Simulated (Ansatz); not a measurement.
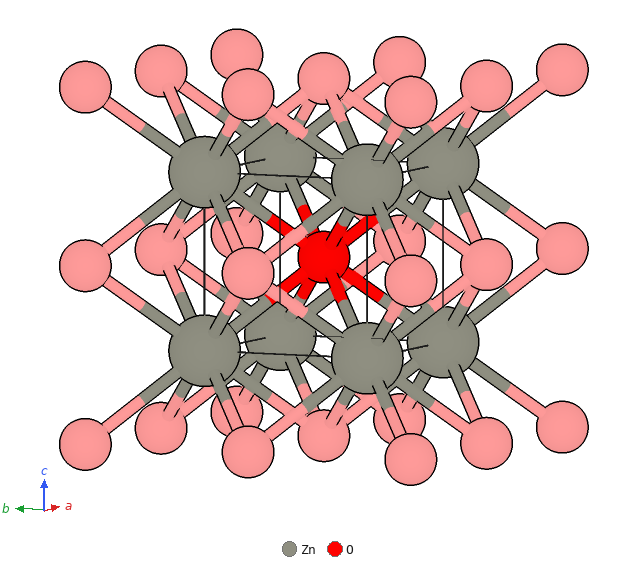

We look at a ball-and-stick model of the crystal from a general direction. The outline marks the conventional unit cell. Neighbours across the faces are drawn wherever a bond reaches them, in fainter colours.

ZnO, space group Pm-3m (No. 221), a = 2.65 Å, b = 2.65 Å, c = 2.65 Å, α = 90.00°, β = 90.00°, γ = 90.00°.

Calculation details: DFT, HSE06, plane waves, PAW in Ansatz; E_cut = 420 eV, k-points on a 6×6×6 grid, Fermi-Dirac smearing of 0.02 eV, no spin polarisation.

Question: Metal or not?

Answer: A semiconductor at this level, with a gap of 0.84 eV, indirect; the smallest direct gap is 2.15 eV.

Starting structure: a structure type filled with these elements by a generator (whether the compound takes this form wasn't checked). Relaxation method: DFT, HSE06, plane waves, PAW (Ansatz 0.2.0).
